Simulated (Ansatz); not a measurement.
## Run report: AlAs, geometry relaxation (part 1 of 2)

AlAs (2 atoms in the cell), computed with DFT, HSE06, plane waves, PAW, no spin polarisation (Ansatz 0.2.0).

The structure derives from an entry of the Crystallography Open Database. The geometry comes from this level: r2SCAN.

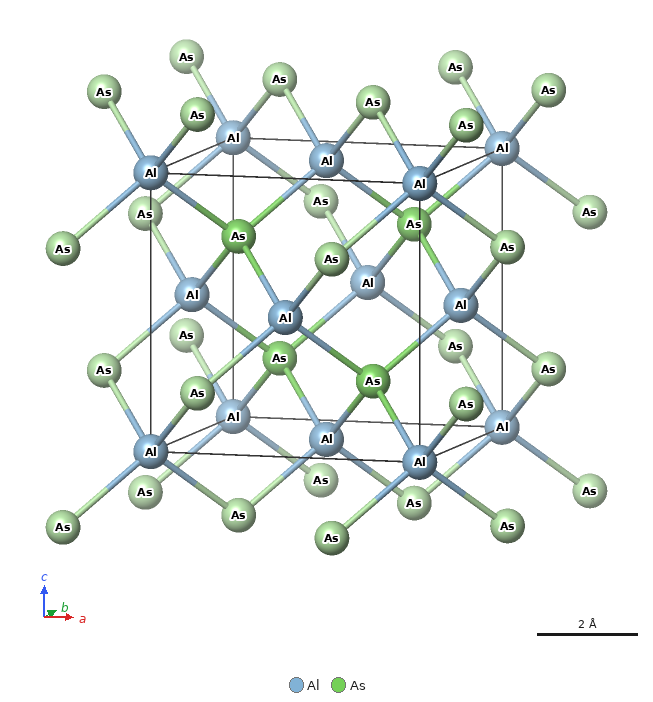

The structure as given in the input (ball-and-stick view of the cell 4 times as large as that of the calculation, set on its symmetry axes, seen slightly off an axis; neighbours outside the cell are drawn fainter). Near neighbours in the crystal (not all of them lie inside the picture): Al has 4 As at 2.46 Å; As has 4 Al at 2.46 Å.

Input:
```yaml
crystal:
  lattice:
    - [0.0, 2.8389251756, 2.8389251756]
    - [2.8389251756, 0.0, 2.8389251756]
    - [2.8389251756, 2.8389251756, 0.0]
  atoms:
    - { symbol: Al, position: [0.0, 0.0, 0.0] }
    - { symbol: As, position: [0.25, 0.25, 0.25] }
kpoints:
  mp_grid: { grid: [6, 6, 6] }
hamiltonian:
  xc: hse06
scf:
  occupations: { method: fermi_dirac, width: 0.02 }
relax:
  f_tol: 0.005
  cell: {}
output:
  write_density: true
  write_potential: true
  elf: true
  volumetric_format: npy
```

Run as:
```bash
ansatz run input.yaml --threads 2 --pin off --max-ram 2211MiB --backend cpu --events-out ev --progress --plain --runs-dir out
```

Output:
```
Engine: ansatz 0.2.0, x86_64-unknown-linux-gnu
Pseudopotentials: kind: paw
Pseudopotential: Al, paw, valence charge 3, recommended cutoff 420 eV (normal), Al.paw.azcp
Pseudopotential: As, paw, valence charge 15, recommended cutoff 420 eV (normal), As.paw.azcp
Functional definition: HSE06
  parameter a = 0.25
  parameter omega = 0.11/bohr
  exchange = pbe_x - a*pbe_x_sr(omega) + a*exact_x_sr(omega)
  correlation = pbe_c
Crystal: 2 atoms, lattice volume = 45.761 Å³
Basis set: ecut = 420 eV, 893 PW (Γ), exchange–correlation on 54×54×54 points (8 copies of the dense FFT grid, shifted against one another)
Bands: 13, of which v1, the nominal top of the filled ones, is band 9 counted from 1 (8 counted from 0)
Symmetry: 24 space group operations
Space group: F-43m (ITA 216), of the structure as read, at distance tolerance 3.6e-5 Å
k-points: 16 of 216 (time reversal used)
Non-local potential: Al, projectors of the file, l = 0: 2, l = 1: 2, l = 2: 1
Non-local potential: As, projectors of the file, l = 0: 2, l = 1: 2, l = 2: 3, l = 3: 1
PAW form: soft (Blöchl's): semilocal exchange-correlation on the pseudo side does not see the compensation charge
PAW frozen core: Al, regenerated for the run's functional, and the local potential with it (the file was generated under x = pbe(κ = 0.804, μ = 0.2195149727645171), c = pbe(β = 0.06672455060314922))
PAW frozen core: As, regenerated for the run's functional, and the local potential with it (the file was generated under x = pbe(κ = 0.804, μ = 0.2195149727645171), c = pbe(β = 0.06672455060314922))
PAW one-centre angular grid: Al, 110 points (default); XC on 64 Gauss nodes
PAW one-centre angular grid: As, 590 points (default); XC on 64 Gauss nodes
Initial density: superposition of atomic densities (neutral atoms: chi_scale 0, normalization atom), corrected by the library's trained network
Initial wavefunctions: pseudopotential atomic-orbital guess
Functional: x = pbe(κ = 0.804, μ = 0.2195149727645171), c = pbe(β = 0.06672455060314922), warm-up for x = pbe(κ = 0.804, μ = 0.2195149727645171) + 0.25 (exact − pbe) at short range (hse, ω = 0.20786987370883472 Å⁻¹), c = pbe(β = 0.06672455060314922); HSE06 as pw.x's `hse` composes it (authors' and Libxc's form: `xc: wpbeh`)
SCF iter   1: F=—  HF=-5394.595201 eV  |F-HF|=—  |Δ(HF+E_count)|=         —  Δρ=1.39e-3  dr2=1.79e-3  ethr=1.77e-3  ⟨swp⟩=6.8  Hψ=888  notcnv=0
preconditioner: auto → none  [insulator: Δε(μ)=1.433 eV  Ē_g=9.861 eV  σ=0.020 eV  W_gap=1.00  n_scr=14 (ndim 8)  ℏωp=15.5 eV  f_vac=0.006  D(μ)=0.00/eV (n_scr^D=0)]
iter 2 solved again at ethr=5.73e-7 eV; its pass at ethr=9.93e-6 eV (dr2=1.03e-4 eV) is discarded
SCF iter   2: F=-5394.594935 eV  HF=-5394.594942 eV  |F-HF|=6.93e-6  |Δ(HF+E_count)|=   2.59e-4  Δρ=4.71e-4  dr2=1.05e-4  ethr=5.73e-7  ⟨swp⟩=3.6  Hψ=1030  notcnv=0  defer=1
SCF 1 stopped early in 2 iterations: F = -5394.594935 eV  dr2 = 1.05e-4
  greatest PAW one-centre occupation: 0.999 electrons in one spin orbital (limit 2), on the As atom at site 1 (counted from 0), in its partial waves of l = 2
Initial density: handed on by an earlier stage of this run
Initial wavefunctions: those handed on with the density
Functional: x = pbe(κ = 0.804, μ = 0.2195149727645171) + 0.25 (exact − pbe) at short range (hse, ω = 0.20786987370883472 Å⁻¹), c = pbe(β = 0.06672455060314922); HSE06 as pw.x's `hse` composes it (authors' and Libxc's form: `xc: wpbeh`)
Exchange kernel: α = 0.2500, screened, ω = 0.2079 Å⁻¹, Wigner–Seitz truncation, v(0) = 1046.6496 eV·Å³, q-mesh 6×6×6, nearest image of the exchange supercell L = 24.09 Å, pair-density grid 15×15×15, without the augmentation charges, whose exchange is taken in its separable form by FFT convolution over the k-point mesh (sized by the pseudopotential files, 24×24×24 at the most), smooth part of the exact exchange by density-matrix convolution
Frozen-core exchange: fock
SCF iter   1: F=—  HF=-5396.327789 eV  |F-HF|=—  |Δ(HF+E_count)|=         —  Δρ=4.14e-3  dr2=5.83e-3  ethr=5.83e-6  ⟨swp⟩=6.2  Hψ=945  notcnv=0
preconditioner: auto → none  [insulator: Δε(μ)=2.077 eV  Ē_g=11.209 eV  σ=0.020 eV  W_gap=1.00  n_scr=14 (ndim 8)  ℏωp=15.5 eV  f_vac=0.006  D(μ)=0.00/eV (n_scr^D=0)]
SCF iter   2: F=—  HF=-5396.319188 eV  |F-HF|=—  |Δ(HF+E_count)|=   8.60e-3  Δρ=1.96e-3  dr2=1.37e-3  ethr=5.83e-6  ⟨swp⟩=4.0  Hψ=750  notcnv=0
SCF iter   3: F=—  HF=-5396.318943 eV  |F-HF|=—  |Δ(HF+E_count)|=   2.45e-4  Δρ=8.59e-4  dr2=4.18e-4  ethr=4.65e-6  ⟨swp⟩=2.2  Hψ=393  notcnv=0
SCF iter   4: F=—  HF=-5396.322754 eV  |F-HF|=—  |Δ(HF+E_count)|=   3.81e-3  Δρ=6.71e-4  dr2=7.90e-5  ethr=6.81e-7  ⟨swp⟩=4.0  Hψ=727  notcnv=0
SCF iter   5: F=—  HF=-5396.322716 eV  |F-HF|=—  |Δ(HF+E_count)|=   3.76e-5  Δρ=2.06e-4  dr2=1.06e-5  ethr=4.20e-7  ⟨swp⟩=3.0  Hψ=433  notcnv=0
SCF iter   6: F=—  HF=-5396.322712 eV  |F-HF|=—  |Δ(HF+E_count)|=   3.86e-6  Δρ=3.10e-5  dr2=4.75e-6  ethr=4.07e-8  ⟨swp⟩=3.0  Hψ=438  notcnv=0
SCF iter   7: F=-5396.322757 eV  HF=-5396.322758 eV  |F-HF|=4.83e-7  |Δ(HF+E_count)|=   4.56e-5  Δρ=5.09e-5  dr2=8.25e-7  ethr=8.84e-10  ⟨swp⟩=5.0  Hψ=692  notcnv=0
SCF 2 stopped early in 7 iterations: F = -5396.322757 eV  dr2 = 8.25e-7
hybrid outer 1: dexx = +4.500e-3 eV, tail = 4.28e-5 eV
Exchange kernel: α = 0.2500, screened, ω = 0.2079 Å⁻¹, Wigner–Seitz truncation, v(0) = 1046.6496 eV·Å³, q-mesh 6×6×6, nearest image of the exchange supercell L = 24.09 Å, pair-density grid 15×15×15, without the augmentation charges, whose exchange is taken in its separable form by FFT convolution over the k-point mesh (sized by the pseudopotential files, 24×24×24 at the most), smooth part of the exact exchange by density-matrix convolution
Frozen-core exchange: fock
SCF iter   1: F=—  HF=-5396.322986 eV  |F-HF|=—  |Δ(HF+E_count)|=         —  Δρ=4.63e-5  dr2=4.18e-7  ethr=1.19e-6  ⟨swp⟩=3.7  Hψ=460  notcnv=0
preconditioner: auto → none  [insulator: Δε(μ)=2.092 eV  Ē_g=11.205 eV  σ=0.020 eV  W_gap=1.00  n_scr=14 (ndim 8)  ℏωp=15.5 eV  f_vac=0.007  D(μ)=0.00/eV (n_scr^D=0)]
SCF iter   2: F=—  HF=-5396.322986 eV  |F-HF|=—  |Δ(HF+E_count)|=   1.69e-7  Δρ=8.92e-6  dr2=3.47e-8  ethr=2.16e-9  ⟨swp⟩=4.0  Hψ=620  notcnv=0
SCF iter   3: F=—  HF=-5396.322986 eV  |F-HF|=—  |Δ(HF+E_count)|=   1.60e-7  Δρ=6.93e-6  dr2=1.66e-8  ethr=7.02e-11  ⟨swp⟩=4.0  Hψ=611  notcnv=0
SCF iter   4: F=—  HF=-5396.322986 eV  |F-HF|=—  |Δ(HF+E_count)|=   5.47e-9  Δρ=1.40e-6  dr2=8.62e-10  ethr=7.02e-11  ⟨swp⟩=3.0  Hψ=484  notcnv=0
SCF iter   5: F=-5396.322986 eV  HF=-5396.322986 eV  |F-HF|=1.29e-10  |Δ(HF+E_count)|=   4.63e-9  Δρ=6.27e-7  dr2=1.37e-10  ethr=2.77e-12  ⟨swp⟩=4.0  Hψ=575  notcnv=0
SCF 3 stopped early in 5 iterations: F = -5396.322986 eV  dr2 = 1.37e-10
hybrid outer 2: dexx = +2.461e-7 eV, tail = 8.50e-9 eV, Δε = 2.00e-3 eV (about 6.69e-5 eV left of the loop's levels)
Exchange kernel: α = 0.2500, screened, ω = 0.2079 Å⁻¹, Wigner–Seitz truncation, v(0) = 1046.6496 eV·Å³, q-mesh 6×6×6, nearest image of the exchange supercell L = 24.09 Å, pair-density grid 15×15×15, without the augmentation charges, whose exchange is taken in its separable form by FFT convolution over the k-point mesh (sized by the pseudopotential files, 24×24×24 at the most), smooth part of the exact exchange by density-matrix convolution
Frozen-core exchange: fock
SCF iter   1: F=—  HF=-5396.322987 eV  |F-HF|=—  |Δ(HF+E_count)|=         —  Δρ=5.95e-7  dr2=1.20e-10  ethr=2.36e-10  ⟨swp⟩=7.5  Hψ=646  notcnv=0
preconditioner: auto → none  [insulator: Δε(μ)=2.093 eV  Ē_g=11.205 eV  σ=0.020 eV  W_gap=1.00  n_scr=14 (ndim 8)  ℏωp=15.5 eV  f_vac=0.007  D(μ)=0.00/eV (n_scr^D=0)]
SCF iter   2: F=-5396.322987 eV  HF=-5396.322987 eV  |F-HF|=4.55e-12  |Δ(HF+E_count)|=  1.34e-10  Δρ=7.31e-8  dr2=2.64e-12  ethr=1.00e-12  ⟨swp⟩=4.0  Hψ=566  notcnv=0
SCF 4 converged in 2 iterations: F = -5396.322987 eV  dr2 = 2.64e-12
  Residual-converged pass: ⟨swp⟩=4.0  Hψ=554  notcnv=0  max |occ|·‖R‖ = 9.2e-9 eV (tolerance 1.0e-8 eV)  dr2=2.53e-12  dr2_onsite=1.01e-11  max |Δocc| = 0.0e0
hybrid outer 3: dexx = +2.950e-11 eV, tail = 2.67e-11 eV, Δε = 4.15e-5 eV (about 5.71e-6 eV left of the loop's levels)
relax step   1: F+E_penalty+E_count = -5396.32298654 eV  Δ(F+E_penalty+E_count) = +0.000e0 eV  max|allowed force component| = 9.310e-17 eV/Å  Δτ_max = 0.0000 Å  P = +0.199 GPa  Ω = 45.761 Å³  (16 SCF iters, accepted)
Crystal: 2 atoms, lattice volume = 45.872 Å³
Exchange kernel: α = 0.2500, screened, ω = 0.2079 Å⁻¹, Wigner–Seitz truncation, v(0) = 1046.6530 eV·Å³, q-mesh 6×6×6, nearest image of the exchange supercell L = 24.11 Å, pair-density grid 15×15×15, without the augmentation charges, whose exchange is taken in its separable form by FFT convolution over the k-point mesh (sized by the pseudopotential files, 24×24×24 at the most), smooth part of the exact exchange by density-matrix convolution
Frozen-core exchange: fock
iter 1 solved again at ethr=4.14e-7 eV; its pass at ethr=1.00e-1 eV (dr2=7.45e-5 eV) is discarded
SCF iter   1: F=—  HF=-5396.322323 eV  |F-HF|=—  |Δ(HF+E_count)|=         —  Δρ=1.45e-4  dr2=1.91e-5  ethr=4.14e-7  ⟨swp⟩=4.9  Hψ=1121  notcnv=0
preconditioner: auto → none  [insulator: Δε(μ)=2.094 eV  Ē_g=11.190 eV  σ=0.020 eV  W_gap=1.00  n_scr=14 (ndim 8)  ℏωp=15.5 eV  f_vac=0.007  D(μ)=0.00/eV (n_scr^D=0)]
iter 2 solved again at ethr=7.44e-9 eV; its pass at ethr=9.67e-8 eV (dr2=1.34e-6 eV) is discarded
SCF iter   2: F=—  HF=-5396.322304 eV  |F-HF|=—  |Δ(HF+E_count)|=   1.84e-5  Δρ=5.06e-5  dr2=2.95e-5  ethr=7.44e-9  ⟨swp⟩=2.0  Hψ=848  notcnv=0
SCF iter   3: F=—  HF=-5396.323042 eV  |F-HF|=—  |Δ(HF+E_count)|=   7.37e-4  Δρ=8.54e-5  dr2=3.63e-6  ethr=7.44e-9  ⟨swp⟩=4.0  Hψ=640  notcnv=0
SCF iter   4: F=-5396.323031 eV  HF=-5396.323031 eV  |F-HF|=8.89e-8  |Δ(HF+E_count)|=   1.06e-5  Δρ=2.57e-5  dr2=4.00e-7  ethr=7.44e-9  ⟨swp⟩=4.0  Hψ=597  notcnv=0
SCF 5 stopped early in 4 iterations: F = -5396.323031 eV  dr2 = 4.00e-7
hybrid outer 1: dexx = +7.465e-4 eV, tail = 3.04e-6 eV
Exchange kernel: α = 0.2500, screened, ω = 0.2079 Å⁻¹, Wigner–Seitz truncation, v(0) = 1046.6530 eV·Å³, q-mesh 6×6×6, nearest image of the exchange supercell L = 24.11 Å, pair-density grid 15×15×15, without the augmentation charges, whose exchange is taken in its separable form by FFT convolution over the k-point mesh (sized by the pseudopotential files, 24×24×24 at the most), smooth part of the exact exchange by density-matrix convolution
Frozen-core exchange: fock
SCF iter   1: F=—  HF=-5396.323038 eV  |F-HF|=—  |Δ(HF+E_count)|=         —  Δρ=1.25e-5  dr2=7.59e-8  ethr=8.44e-8  ⟨swp⟩=3.7  Hψ=497  notcnv=0
preconditioner: auto → none  [insulator: Δε(μ)=2.096 eV  Ē_g=11.191 eV  σ=0.020 eV  W_gap=1.00  n_scr=14 (ndim 8)  ℏωp=15.5 eV  f_vac=0.007  D(μ)=0.00/eV (n_scr^D=0)]
SCF iter   2: F=—  HF=-5396.323038 eV  |F-HF|=—  |Δ(HF+E_count)|=   1.15e-7  Δρ=3.97e-6  dr2=1.10e-8  ethr=3.84e-10  ⟨swp⟩=4.0  Hψ=583  notcnv=0
SCF iter   3: F=—  HF=-5396.323038 eV  |F-HF|=—  |Δ(HF+E_count)|=   7.41e-9  Δρ=1.57e-6  dr2=1.98e-9  ethr=2.31e-11  ⟨swp⟩=3.3  Hψ=493  notcnv=0
SCF iter   4: F=—  HF=-5396.323038 eV  |F-HF|=—  |Δ(HF+E_count)|=   1.41e-8  Δρ=1.43e-6  dr2=1.05e-9  ethr=2.14e-12  ⟨swp⟩=4.0  Hψ=584  notcnv=0
SCF iter   5: F=—  HF=-5396.323038 eV  |F-HF|=—  |Δ(HF+E_count)|=  3.18e-10  Δρ=1.59e-7  dr2=3.45e-11  ethr=2.14e-12  ⟨swp⟩=4.0  Hψ=434  notcnv=0
SCF iter   6: F=—  HF=-5396.323038 eV  |F-HF|=—  |Δ(HF+E_count)|=  1.46e-10  Δρ=1.69e-7  dr2=2.19e-11  ethr=1.00e-12  ⟨swp⟩=3.0  Hψ=412  notcnv=0
SCF iter   7: F=-5396.323038 eV  HF=-5396.323038 eV  |F-HF|=1.82e-12  |Δ(HF+E_count)|=  2.36e-11  Δρ=2.26e-8  dr2=8.96e-13  ethr=1.00e-12  ⟨swp⟩=2.0  Hψ=352  notcnv=0
SCF 6 converged in 7 iterations: F = -5396.323038 eV  dr2 = 8.96e-13
  Residual-converged pass: ⟨swp⟩=4.0  Hψ=616  notcnv=0  max |occ|·‖R‖ = 9.5e-9 eV (tolerance 1.0e-8 eV)  dr2=8.04e-13  dr2_onsite=3.74e-12  max |Δocc| = 0.0e0
hybrid outer 2: dexx = +1.904e-8 eV, tail = 4.40e-9 eV, Δε = 4.99e-4 eV (about 3.01e-5 eV left of the loop's levels)
Exchange kernel: α = 0.2500, screened, ω = 0.2079 Å⁻¹, Wigner–Seitz truncation, v(0) = 1046.6530 eV·Å³, q-mesh 6×6×6, nearest image of the exchange supercell L = 24.11 Å, pair-density grid 15×15×15, without the augmentation charges, whose exchange is taken in its separable form by FFT convolution over the k-point mesh (sized by the pseudopotential files, 24×24×24 at the most), smooth part of the exact exchange by density-matrix convolution
Frozen-core exchange: fock
SCF iter   1: F=—  HF=-5396.323038 eV  |F-HF|=—  |Δ(HF+E_count)|=         —  Δρ=2.19e-7  dr2=1.26e-11  ethr=1.22e-10  ⟨swp⟩=6.6  Hψ=599  notcnv=0
SCF iter   2: F=-5396.323038 eV  HF=-5396.323038 eV  |F-HF|=1.82e-12  |Δ(HF+E_count)|=  2.18e-11  Δρ=2.78e-8  dr2=5.43e-13  ethr=1.00e-12  ⟨swp⟩=3.0  Hψ=419  notcnv=0
SCF 7 converged in 2 iterations: F = -5396.323038 eV  dr2 = 5.43e-13
  Residual-converged pass: ⟨swp⟩=4.0  Hψ=574  notcnv=0  max |occ|·‖R‖ = 8.0e-9 eV (tolerance 1.0e-8 eV)  dr2=5.01e-13  dr2_onsite=8.64e-14  max |Δocc| = 0.0e0
hybrid outer 3: dexx = +3.126e-12 eV, tail = 1.38e-12 eV, Δε = 6.22e-6 eV (about 6.01e-7 eV left of the loop's levels), ΔF = 1.62e-17 eV/Å (tail 6.62e-6)
```
